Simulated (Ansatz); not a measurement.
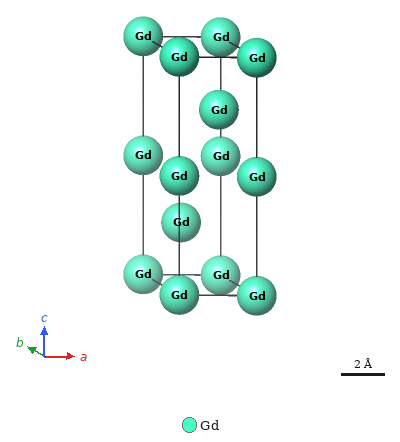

Fig. 1: The structure (spheres-only view of the cell of the calculation, seen slightly off an axis). An atom can appear more than once, as a periodic image.

Single-point calculation, with input and output: Gd (part 1 of 2)

Gd (P-3m1, 4 atoms in the cell), computed with DFT, PBE, PAW with Ansatz's default frozen-core files, scalar-relativistic, spin-polarised (Ansatz 0.2.0).

The structure derives from a Materials Project entry. It belongs to a series of runs on one base structure; here: total moment held at 19.83 μB, PAW files. Figures and captions count atoms from 1; the log counts them from 0 in places.

Input file:
```yaml
crystal:
  lattice:
    - [3.6555206459, 0.0, 0.0]
    - [-1.827760323, 3.1657737434, 0.0]
    - [0.0, 0.0, 11.77960696]
  atoms:
    - { symbol: Gd, position: [0.0, 0.0, 0.0], spin: 9.799 }
    - { symbol: Gd, position: [0.0, 0.0, 0.5], spin: -9.308 }
    - { symbol: Gd, position: [0.3333333333, 0.6666666667, 0.24808348], spin: 9.669 }
    - { symbol: Gd, position: [0.6666666667, 0.3333333333, 0.75191652], spin: 9.67 }
magnetization:
  spin_polarized: true
  initial_magnetization: 19.83
  spin_locking: { lock_magnetization: hard }
kpoints:
  mp_grid: { grid: [9, 9, 3] }
scf:
  occupations: { method: fermi_dirac, width: 0.05 }
hamiltonian:
  xc: pbe
  pseudopotentials: { kind: paw }
output:
  forces: true
  stress: true
  eigenvalues: true
  write_density: true
  write_potential: true
  elf: true
  volumetric_format: npy
```

Run on 2 threads of AMD EPYC (Zen 5), 16 GiB of memory available, shared host.

Launch command:
```bash
ansatz run input.yaml --threads 2 --pin off --max-ram 6144MiB --backend cpu --events-out ev --progress --plain --runs-dir out
```

What the program printed:
```
Warning: where an SCF of this run starts from atoms to list the orders of its open shells, Gd (site 0, from 0) starts with 6.64 μB on its 4f shell and 0.64 μB on its 5d shell, in the place of the 9.80 μB that the deck gives it: its open shells can hold no more by Hund's first rule. To start from spheres of the given moment, type scf.initial_density.shell_occupations: []
Warning: where an SCF of this run starts from atoms to list the orders of its open shells, Gd (site 1, from 0) starts with -6.64 μB on its 4f shell and -0.64 μB on its 5d shell, in the place of the -9.31 μB that the deck gives it: its open shells can hold no more by Hund's first rule. To start from spheres of the given moment, type scf.initial_density.shell_occupations: []
Warning: where an SCF of this run starts from atoms to list the orders of its open shells, Gd (site 2, from 0) starts with 6.64 μB on its 4f shell and 0.64 μB on its 5d shell, in the place of the 9.67 μB that the deck gives it: its open shells can hold no more by Hund's first rule. To start from spheres of the given moment, type scf.initial_density.shell_occupations: []
Warning: where an SCF of this run starts from atoms to list the orders of its open shells, Gd (site 3, from 0) starts with 6.64 μB on its 4f shell and 0.64 μB on its 5d shell, in the place of the 9.67 μB that the deck gives it: its open shells can hold no more by Hund's first rule. To start from spheres of the given moment, type scf.initial_density.shell_occupations: []
Warning: output.stress: scf.convergence.dr2_threshold = 1e-7 eV (the SCF's general default) is looser than the 4e-10 eV advised for a printed stress (1e-10 eV for each atom of the cell: 4). What an SCF threshold leaves in a stress goes as its square root, and in the free energy as the threshold itself, and one threshold admits the most on a small cell: of the crystals measured, under no hybrid functional and no lock of the moments, on runs that ended without the residual-converged pass, on stresses that held no estimate of that error, the worst erred by over 100 MPa in a component at 1e-7 eV an atom and by under 5 at 1e-10. Set scf.convergence.dr2_threshold to 4e-10 eV or tighter. The threshold is an SCF's pass mark: one that does not reach it within its budget of iterations ends unconverged, or closes short of it on a stop that the run arms, and scf.convergence.dr2_threshold's page says what that costs each kind of run
band count auto-derived: 59 (N_el = 72.0; filled up to band 46; 56 by the electrons, moments and atoms)
Engine: ansatz 0.2.0, x86_64-unknown-linux-gnu
Pseudopotentials: kind: paw
Pseudopotential: Gd, paw, valence charge 18, recommended cutoff 420 eV (normal), Gd.paw.azcp
Functional definition: PBE
  parameter kappa = 0.804
  parameter beta = 0.06672455060314922
  exchange = pbe_x(kappa = kappa, mu = beta*pi^2/3)
  correlation = pbe_c(beta = beta)
Crystal: 4 atoms, lattice volume = 136.320 Å³
Basis set: ecut = 420 eV, 2631 PW (Γ), exchange–correlation on 50×50×160 points (8 copies of the dense FFT grid, shifted against one another)
Bands: 59, of which v1, the nominal top of the filled ones, is band 36 counted from 1 (35 counted from 0)
Symmetry: 6 space group operations
Space group: P3m1 (ITA 156), of the structure as read, at distance tolerance 5.1e-5 Å
Magnetic group: BNS 156.49 (UNI 1279), of the structure as read, at distance tolerance 5.1e-5 Å
k-points: 31 of 243 (time reversal used)
Non-local potential: Gd, projectors of the file, l = 0: 3, l = 1: 2, l = 2: 2, l = 3: 3
PAW form: soft (Blöchl's): semilocal exchange-correlation on the pseudo side does not see the compensation charge
PAW one-centre angular grid: Gd, 590 points (default); XC on 64 Gauss nodes
Initial density: superposition of atomic densities (chi_scale 0.1, normalization cell)
Starting moments: Σ|m| = 38.446 μB on 4 of 4 sites
Initial wavefunctions: pseudopotential atomic-orbital guess
Functional: x = pbe(κ = 0.804, μ = 0.2195149727645171), c = pbe(β = 0.06672455060314922)
iter 1 solved again at ethr=1.42e-3 eV; its pass at ethr=3.10e-3 eV (dr2=1.02e0 eV) is discarded
SCF iter   1: F=—  HF=-37325.083095 eV  |F-HF|=—  |Δ(HF+E_count)|=         —  Δρ=3.91e-2 (↑2.34e-2 ↓3.91e-2)  dr2=1.03e0  dr2_m=1.03e0  M=19.830 μB ∫|m|=32.567 μB  β_m=0.30  ethr=1.42e-3  ⟨swp⟩=1.0  Hψ=16236  notcnv=0
preconditioner: auto → Kerker (q_TF=auto, 2.453 Å⁻¹)  [metal: Δε(μ)=0.003 eV  Ē_g=10.757 eV  σ=0.050 eV  W_gap=0.02  n_scr=38 (ndim 8)  ℏωp=25.4 eV  f_vac=0.000  D(μ)=14.53/eV (n_scr^D=214)]
spin=Collinear: Kerker preconditioning applied to the charge; magnetization (m = ρ↑ − ρ↓) channel mixes plain (no charge-response kernel on spin).
SCF iter   2: F=—  HF=-37326.264494 eV  |F-HF|=—  |Δ(HF+E_count)|=    1.18e0  Δρ=3.07e-2 (↑1.77e-2 ↓3.07e-2)  dr2=6.56e-1  dr2_m=6.19e-1  M=19.830 μB ∫|m|=32.623 μB  β_m=0.55  ethr=1.42e-3  ⟨swp⟩=3.0  Hψ=5237  notcnv=0
SCF iter   3: F=—  HF=-37327.813945 eV  |F-HF|=—  |Δ(HF+E_count)|=    1.55e0  Δρ=1.02e-2 (↑3.80e-3 ↓1.02e-2)  dr2=2.51e-1  dr2_m=3.13e-2  M=19.830 μB ∫|m|=32.826 μB  β_m=0.68  ethr=9.11e-4  ⟨swp⟩=2.8  Hψ=8374  notcnv=0  defer=84
SCF iter   4: F=—  HF=-37327.915492 eV  |F-HF|=—  |Δ(HF+E_count)|=   1.02e-1  Δρ=3.27e-3 (↑3.27e-3 ↓2.30e-3)  dr2=2.92e-2  dr2_m=5.32e-3  M=19.830 μB ∫|m|=32.899 μB  β_m=0.63  ethr=3.49e-4  ⟨swp⟩=3.3  Hψ=8458  notcnv=0  defer=81
SCF iter   5: F=—  HF=-37327.908612 eV  |F-HF|=—  |Δ(HF+E_count)|=   6.88e-3  Δρ=1.39e-3 (↑1.03e-3 ↓1.39e-3)  dr2=1.05e-2  dr2_m=9.02e-4  M=19.830 μB ∫|m|=32.912 μB  β_m=0.81  ethr=4.05e-5  ⟨swp⟩=2.9  Hψ=7562  notcnv=0  defer=81
SCF iter   6: F=—  HF=-37327.916927 eV  |F-HF|=—  |Δ(HF+E_count)|=   8.32e-3  Δρ=5.67e-4 (↑5.42e-4 ↓5.67e-4)  dr2=1.62e-3  dr2_m=1.44e-4  M=19.830 μB ∫|m|=32.910 μB  β_m=0.83  ethr=1.45e-5  ⟨swp⟩=2.0  Hψ=6729  notcnv=0  defer=81
SCF iter   7: F=—  HF=-37327.917625 eV  |F-HF|=—  |Δ(HF+E_count)|=   6.98e-4  Δρ=3.18e-4 (↑1.56e-4 ↓3.18e-4)  dr2=4.91e-4  dr2_m=2.22e-5  M=19.830 μB ∫|m|=32.912 μB  β_m=0.66  ethr=2.25e-6  ⟨swp⟩=2.1  Hψ=6964  notcnv=0  defer=81
SCF iter   8: F=—  HF=-37327.917487 eV  |F-HF|=—  |Δ(HF+E_count)|=   1.38e-4  Δρ=7.93e-5 (↑6.45e-5 ↓7.93e-5)  dr2=2.76e-5  dr2_m=1.65e-6  M=19.830 μB ∫|m|=32.914 μB  β_m=0.83  ethr=6.81e-7  ⟨swp⟩=2.0  Hψ=6000  notcnv=0  defer=81
SCF iter   9: F=—  HF=-37327.917495 eV  |F-HF|=—  |Δ(HF+E_count)|=   8.32e-6  Δρ=4.12e-5 (↑2.31e-5 ↓4.12e-5)  dr2=9.84e-6  dr2_m=4.45e-7  M=19.830 μB ∫|m|=32.914 μB  β_m=0.92  ethr=3.83e-8  ⟨swp⟩=2.0  Hψ=5906  notcnv=0  defer=81
SCF iter  10: F=—  HF=-37327.917498 eV  |F-HF|=—  |Δ(HF+E_count)|=   3.46e-6  Δρ=1.33e-5 (↑1.33e-5 ↓1.10e-5)  dr2=1.46e-6  dr2_m=4.13e-8  M=19.830 μB ∫|m|=32.915 μB  β_m=0.74  ethr=1.37e-8  ⟨swp⟩=2.0  Hψ=5656  notcnv=0  defer=81
SCF iter  11: F=—  HF=-37327.917498 eV  |F-HF|=—  |Δ(HF+E_count)|=   3.70e-7  Δρ=7.09e-6 (↑4.99e-6 ↓7.09e-6)  dr2=2.03e-7  dr2_m=2.13e-8  M=19.830 μB ∫|m|=32.915 μB  β_m=0.87  ethr=2.03e-9  ⟨swp⟩=2.0  Hψ=5787  notcnv=0  defer=81
SCF iter  12: F=—  HF=-37327.917498 eV  |F-HF|=—  |Δ(HF+E_count)|=   2.19e-7  Δρ=2.67e-6 (↑1.40e-6 ↓2.67e-6)  dr2=3.76e-8  dr2_m=1.81e-9  M=19.830 μB ∫|m|=32.915 μB  β_m=0.93  ethr=2.82e-10  ⟨swp⟩=2.0  Hψ=5835  notcnv=0  defer=81
SCF iter  13: F=-37327.917498 eV  HF=-37327.917498 eV  |F-HF|=5.36e-9  |Δ(HF+E_count)|=   2.65e-8  Δρ=1.72e-6 (↑1.72e-6 ↓8.48e-7)  dr2=7.90e-9  dr2_m=1.02e-9  M=19.830 μB ∫|m|=32.914 μB  ethr=5.22e-11  ⟨swp⟩=11.2  Hψ=23176  notcnv=0
SCF 1 converged in 13 iterations: F = -37327.917498 eV  dr2 = 7.90e-9
  greatest PAW one-centre occupation: 1.000 electrons in one spin orbital (limit 2), on the Gd atom at site 1 (counted from 0), in its partial waves of l = 0
```

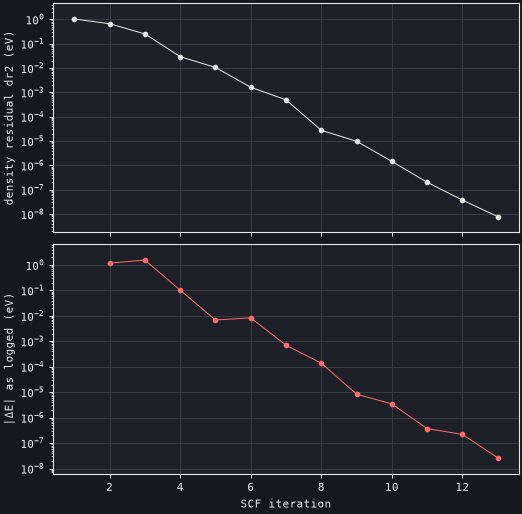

Fig. 2: Convergence of the self-consistent field: density residual dr2 and size of the energy change against the SCF iteration. The residual falls at every step.

```
SCF converged after 13 iterations
Stability checked in part: among states of this total moment the steps that led to this state did not find it unstable. No probe was made; neither looks for a lower state of another moment (fixed_total_moment; see scf.lower_state_search)
Magnetization: 19.8300 μB (45.9150 up, 26.0850 down)
Absolute magnetization: 32.9138 μB (∫|ρ↑−ρ↓|, with the PAW one-centre terms)
Spin contamination: 6.7701 ħ² per cell (⟨S²⟩ above its minimum at these occupations)
Per-site moments (μB) at R_I (Å): [(7.941975940392258, 1.486961840753527), (-6.342699357217521, 1.5021005164704135), (7.935845205905466, 1.486961840753527), (7.935845059098535, 1.4869618407535272)]
Free energy (F): -37327.917498 eV
Harris-Foulkes:  -37327.917498 eV  (|F-HF|=5.36e-9)
Internal energy: -37327.857243 eV  (E = F + TS)
E sigma→0 (E₀):  -37327.887371 eV
Entropy (-TS):   -0.060255 eV (-15.064 meV/atom)
Fermi energy:    11.846078 (↑ 12.241690, ↓ 11.450467) eV
--- Per-component energies (eV) ---
  E_band       = -159.993626
  E_kinetic    = 1613.633277
  E_local      = -8608.061157  (includes V_loc(G=0)·N_el)
  E_nonlocal   = 1154.616143
  E_hartree    = 3552.856011
  E_xc         = -932.965569
  E_vxc        = -1011.640674  (∫ρ·V_xc dr)
  E_paw        = -25796.636709  (= ΣΔE_a)
  E_vpaw       = -414.250542  (= ΣTr[D̂ρ^β])
  E_aug_tail   = 0.000001  (compensation charges beyond the density's cutoff)
  E_ewald      = -8311.299240
  E_smearing   = -0.060255  (= −TS)
  E_closure    = -0.000000  (closes the sum)
  Σ components = -37327.917498   (vs F -37327.917498, Δ=0.00e0)
--- Forces (eV/Å), atoms counted from 1 ---
  atom   1  Gd     0.00000000     0.00000000     0.00000033
  atom   2  Gd    -0.00000000    -0.00000000    -0.00000051
  atom   3  Gd     0.00000000     0.00000000     0.17400684
  atom   4  Gd    -0.00000000    -0.00000000    -0.17400664
  max |Σ_I F_I| component: 2.26e-8 eV/Å
--- Stress (GPa, compression-positive) ---
        0.890353       0.000000      -0.000000
        0.000000       0.890353      -0.000000
       -0.000000      -0.000000       2.046013
  P = ⅓ Tr σ = 1.2756 GPa (12.756 kbar)
--- Band table (eV; the first three rows and the last of 62) ---
  k-point 0 ↑: bands = ["-33.6504", "-33.5779", "-33.5712", "-30.0883", "-11.3110", "-11.0224", "-10.8238", "-10.8195", "-10.8195", "-10.7465", "-10.7465", "-10.7301", "-10.7301", "-8.4681", "-8.1233", "-8.1233", "6.6019", "6.6486", "6.6816", "6.7138", "6.7138", "6.7298", "6.7316", "6.7316", "6.7358", "6.7560", "6.7775", "6.7877", "6.7877", "6.8065", "6.8070", "6.8070", "6.8159", "6.8159", "6.8341", "6.8341", "6.8669", "6.8669", "7.9838", "8.1997", "9.2993", "11.8696", "12.2713", "12.4296", "12.6293", "12.7645", "12.7645", "12.7894", "12.7894", "12.8556", "12.8556", "12.9716", "12.9716", "12.9760", "13.0595", "13.3094", "13.3159", "13.3159", "13.9738"]
  k-point 1 ↑: bands = ["-33.6504", "-33.5780", "-33.5712", "-30.0883", "-11.3058", "-11.0372", "-10.8194", "-10.8194", "-10.8138", "-10.7467", "-10.7467", "-10.7299", "-10.7299", "-8.4685", "-8.1233", "-8.1233", "6.6486", "6.6806", "6.7137", "6.7137", "6.7146", "6.7315", "6.7315", "6.7342", "6.7567", "6.7760", "6.7868", "6.7885", "6.7885", "6.8061", "6.8061", "6.8065", "6.8169", "6.8169", "6.8334", "6.8334", "6.8669", "6.8669", "7.3812", "8.7548", "9.2347", "11.9211", "12.2229", "12.3861", "12.6566", "12.7248", "12.7248", "12.7797", "12.7797", "12.9546", "12.9546", "12.9956", "13.0378", "13.0378", "13.0595", "13.1820", "13.2051", "13.2051", "13.8604"]
  k-point 2 ↑: bands = ["-33.6457", "-33.5739", "-33.5679", "-30.0829", "-11.2922", "-11.0293", "-10.8677", "-10.8477", "-10.8355", "-10.7885", "-10.7744", "-10.7596", "-10.7404", "-8.4586", "-8.1971", "-8.1400", "6.6567", "6.6876", "6.7102", "6.7179", "6.7248", "6.7281", "6.7327", "6.7434", "6.7618", "6.7798", "6.7882", "6.7895", "6.7954", "6.8027", "6.8083", "6.8083", "6.8165", "6.8251", "6.8325", "6.8547", "6.8553", "6.8978", "8.2402", "8.4541", "9.5816", "11.6958", "12.0935", "12.1662", "12.4388", "12.5242", "12.6580", "12.7884", "12.8176", "12.8228", "12.8722", "12.9631", "12.9678", "13.0430", "13.0725", "13.1803", "13.5531", "13.6113", "13.8539"]
```
